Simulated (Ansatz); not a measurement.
# HfN/GaN/W: predicting the conductance of a thicker barrier

Set-up. Ansatz 0.2.0, plane waves with PAW datasets, PBE. Interfaces are relaxed in a short slab (with D3(BJ) where the barrier is layered), set between ideal electrode layers that go on as semi-infinite leads, and the zero-bias conductance G at 300 K comes from T(E) on a typed mesh. The error is the largest of the program's estimates from energy step, mesh, the leads' potential steps and neutrality; its separate bound for narrow resonances between the energies solved isn't counted and can be far larger. The lower electrode is HfN (rock salt 001), the upper W (bcc 001) and the barrier GaN (zinc blende 001), on a net of side 3.203 Å; d is the distance between the electrodes' last planes.

Runs in hand:

| planes in the barrier | d (Å) | G (S/m²) | error (%) | lead step (meV) |
| --- | --- | --- | --- | --- |
| 5 | 9.07 | 7.73e12 | 49 | 25 |
| 7 | 11.36 | 1.28e12 | 38 | 25 |
| 9 | 13.64 | 2.43e11 | 30 | 25 |
| 11 | 15.92 | 5.36e10 | 35 | 25 |
| 13 | 18.21 | 1.58e10 | 55 | 25 |
| 15 | 20.49 | 4.61e9 | 65 | 25 |
| 19 | 25.06 | 4.60e8 | 71 | 25 |

Q: A further run has 21 planes, d = 27.34 Å. Fit G ∝ exp(−βd) to the rows shown and predict its conductance.

Working: Take y = ln G: 29.68, 27.88, 26.21, 24.70, 23.49, 22.25 and 19.95. The means are d = 16.25 Å and y = 24.88; Σ(Δd Δy) = −109.87 and Σ(Δd)² = 181.82, so the slope is −0.604 Å⁻¹ (β = 0.604 Å⁻¹). At d = 27.34 Å, y = 24.88 − 0.604 × 11.09 = 18.18, or G = 7.85e7 S/m².

Check: The run gave 1.74e8 S/m², with an error estimate of 90 % and a lead step of 25 meV. The prediction is 0.451 times that, too low by a factor of 2.2. Step by step the slopes are 0.78, 0.73, 0.66, 0.53, 0.54, 0.50 and 0.43 Å⁻¹. How much of this is a real bend and how much error of the rows wasn't traced.

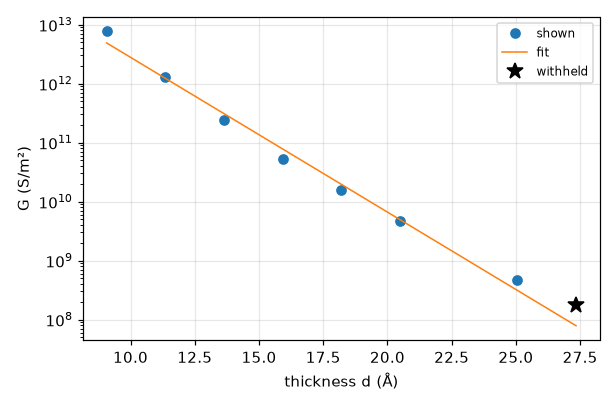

Fit and withheld run.

**Limits.** The interfaces are ideal, one cell wide, strained to a common net and relaxed from one registry with their symmetry kept. PBE's gaps are too small, so true decay constants are likely larger where the Fermi level lies deep in a gap. No spin-orbit coupling, phonons, disorder or image charges enter. The rows shown are chosen by tests on error estimates (under 100 to 120 %), lead steps (under 150 meV, though the program warns over 25), intact interfaces and, for fits, a steady trend in the rows shown; the data set holds 414 series of this kind, and not all pass.
